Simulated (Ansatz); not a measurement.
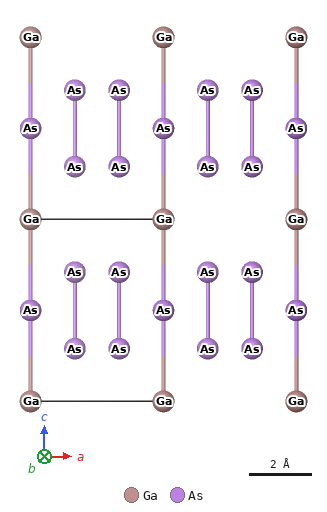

Solid GaAs5 (a generated structure, set up in P6/mmm), before the relaxation. The picture is a ball-and-stick view of the cell of the calculation, repeated 2 × 1 × 2 with one cell outlined, seen along the b axis.

Method: DFT PBE, scalar-relativistic, plane waves, PAW in Ansatz.

The input:
```yaml
crystal:
  lattice:
    - [4.9659806504, 0.0, 0.0]
    - [-2.4829903252, 4.300665398, 0.0]
    - [0.0, 0.0, 5.8890989245]
  atoms:
    - { symbol: Ga, position: [0.0, 0.0, 0.0] }
    - { symbol: As, position: [0.3333333333, 0.6666666667, 0.7100396765] }
    - { symbol: As, position: [0.3333333333, 0.6666666667, 0.2899603235] }
    - { symbol: As, position: [0.6666666667, 0.3333333333, 0.2899603235] }
    - { symbol: As, position: [0.6666666667, 0.3333333333, 0.7100396765] }
    - { symbol: As, position: [0.0, 0.0, 0.5] }
basis:
  ecutwfc: 420
kpoints:
  mp_grid: { grid: [12, 12, 6] }
hamiltonian:
  xc: pbe
scf:
  occupations: { method: gaussian, width: 0.1 }
output:
  forces: true
  stress: true
  eigenvalues: true
  write_density: true
  write_potential: true
  elf: true
  volumetric_format: npy
relax:
  adjacent_minimum: "off"
  f_tol: 0.01
  max_steps: 80
  cell: { stress_tol: 0.05 }
```

Launched with:
```bash
ansatz run input.yaml --threads 1 --pin off --max-ram 2560MiB --backend cpu --events-out ev --progress --plain --runs-dir out
```

**Where does the relaxation end?**

Over 3 accepted moves (4 points after the start) the energy falls by 20.2 meV per cell of the calculation. Largest force component: 0.25 eV/Å at the start, 0.0021 eV/Å at the end. The pressure goes from 0.06 to −0.02 GPa. At 1 point the geometry stayed and the basis and grid were re-selected for the new cell (energy shift of 0.2 meV per cell of the calculation at most each time). The largest moves relative to the cell, 0.022 Å, are those of As2, As3, As4 and As5. As4 goes along −c. Ga stays in place. The volume changes by −1.2 %, with a = b 4.966 → 4.925 Å (−0.8 %), c 5.889 → 5.917 Å (+0.5 %). Some distances before and after: As2–As3 2.474 → 2.529 Å, Ga1–As6 2.945 → 2.958 Å. The space group stays P6/mmm (No. 191).

Final geometry:

```
Ga As
1.0
     4.92488    0.00000    0.00000
    -2.46244    4.26507    0.00000
     0.00000    0.00000    5.91697
Ga As
1 5
Direct
  0.00000 0.00000 0.00000
  0.33333 0.66667 0.71372
  0.33333 0.66667 0.28628
  0.66667 0.33333 0.28628
  0.66667 0.33333 0.71372
  0.00000 0.00000 0.50000
```
